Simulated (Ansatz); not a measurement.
Consider ZnS.

Input file:

```
crystal:
  lattice:
    - [2.70465, -2.70465, 0.0]
    - [2.70465, 0.0, -2.70465]
    - [5.679765, 5.138835, 5.4093]
  atoms:
    - { symbol: Zn, position: [0.6541633333, 0.6666666667, 0.1250333333] }
    - { symbol: Zn, position: [-0.07917, 0.0, 0.7917] }
    - { symbol: Zn, position: [0.2874966667, 0.3333333333, 0.4583666667] }
    - { symbol: S, position: [0.5791633333, 0.6666666667, 0.8750333333] }
    - { symbol: S, position: [0.94583, 1.0, 0.5417] }
    - { symbol: S, position: [0.3124966667, 0.3333333333, 0.2083666667] }
basis:
  ecutwfc: 500
kpoints:
  mp_grid: { grid: [7, 7, 3] }
hamiltonian:
  xc: r2scan
scf:
  occupations: { method: gaussian, width: 0.05 }
output:
  forces: true
  stress: true
  eigenvalues: true
  write_density: true
  write_potential: true
  elf: true
  volumetric_format: npy
```

Run with:

```sh
ansatz run input.yaml --threads 2 --pin off --max-ram 5120MiB --backend cpu --events-out ev --progress --plain --runs-dir out
```

Below, planes, directions and counts refer to the conventional cell (a = 3.82 Å, b = 3.82 Å, c = 9.38 Å, α = 88.83°, β = 87.66°, γ = 60.00°).

Space group P1; not relaxed (largest force 0.3 eV/Å).

The calculation used DFT r2SCAN, scalar-relativistic, plane waves, PAW in Ansatz 0.2.0.

Predict the valence pseudo-density and electron localisation function between the atoms.

Zn–S (2.34 Å): ρ at the midpoint is about 0.52 e/Å³; the ELF peaks at about 0.90 in the valence shell of S, 0.8 Å from its nucleus, and is about 0.60 at the midpoint.

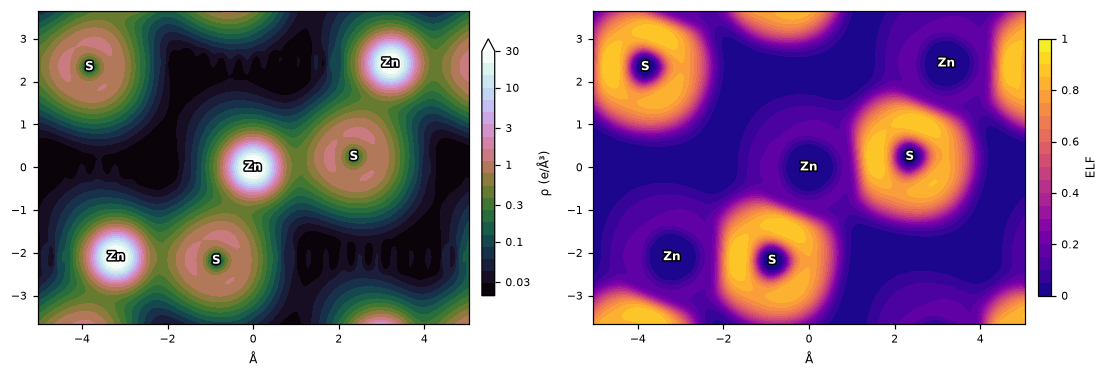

Computed valence pseudo-density and electron localisation function on the (11̄0) plane of the conventional cell, in this order. 

Core electrons are frozen (PAW), and the valence fields are smoothed inside the atomic spheres.
